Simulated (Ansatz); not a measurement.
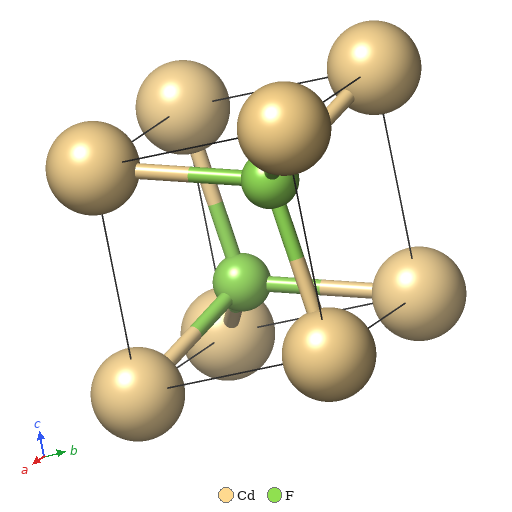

System: CdF₂, space group Fm-3m (No. 225). The picture shows the cell.

Input file:
```
crystal:
  lattice:
    - [0.0, 2.694, 2.694]
    - [2.694, 0.0, 2.694]
    - [2.694, 2.694, 0.0]
  atoms:
    - { symbol: Cd, position: [0.0, 0.0, 0.0] }
    - { symbol: F, position: [0.75, 0.75, 0.75] }
    - { symbol: F, position: [0.25, 0.25, 0.25] }
hamiltonian:
  xc: lda
  pseudopotentials: { kind: paw }
kpoints:
  mp_grid: { grid: [7, 7, 7] }
scf:
  occupations: { method: fixed }
phonons:
  method: dfpt
  dielectric: true
  rigid_motions: translations
```

Run as:
```bash
ansatz run input.yaml --threads 2 --pin off --max-ram 5632MiB --backend cpu --events-out ev --progress --plain --runs-dir out
```

Calculation (Ansatz 0.2.0): Born effective charges by linear response at the zone centre, in units of the proton charge, Cartesian axes of the given cell; plane-wave DFT, no spin polarisation. Level: LDA.

k mesh 7×7×7; occupations fixed; potentials Ansatz PAW; wave cutoff 420 eV; density cutoff 1680 eV; program settings xc grid level 2, xc grid task dfpt_response.

Describe the result: the mean Born effective charge of each atom. The cases: Cd; F 1; F 2.

The largest in size is that of Cd, 2.47 e, and the charges add up to 0.00 e. The charges are isotropic.

| atom | mean Born effective charge (e) |
| --- | --- |
| Cd | 2.470 |
| F 1 | −1.235 |
| F 2 | −1.235 |

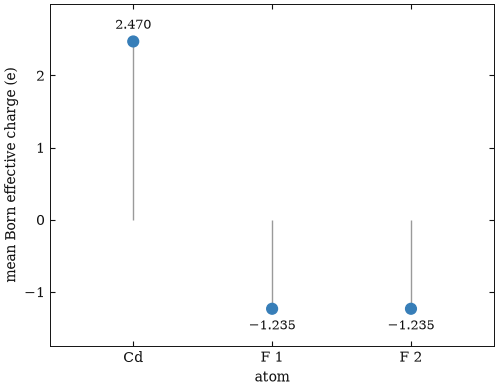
